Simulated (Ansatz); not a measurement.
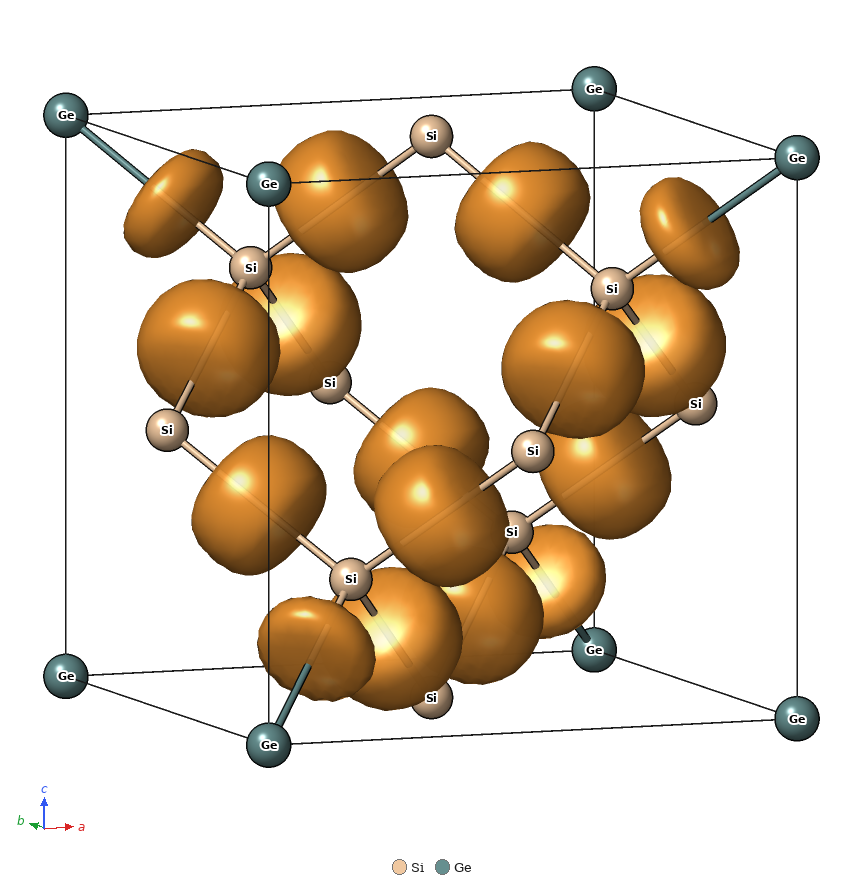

The picture shows: Si7Ge. Isosurface of the electron localisation function at 0.8 (orange), seen slightly off an axis. Only the valence region is drawn (cores and ρ < 0.01 e/Å³ removed). Sticks mark near contacts.

Space group P-43m; a structure from a database of computed crystals, not necessarily the ambient phase.

Method: DFT PBEsol, scalar-relativistic, plane waves, PAW in Ansatz.

In a PAW calculation such maps are meaningful between the atoms, not at the nuclei.

> Describe the localisation domains.

At this value the surface marks out four regions between bonded Ge–Si atoms (shared pairs) and twelve regions between bonded Si–Si atoms (shared pairs), counted in one cell of 8 atoms. Regions shared between cells count once. Along the contacts the grid gives the following. Si–Si (2.34 Å): the ELF peaks at about 0.95 between the atoms; a shared electron pair. Si–Ge (2.37 Å): the ELF peaks at about 0.90 between the atoms (localised, covalent bonding).
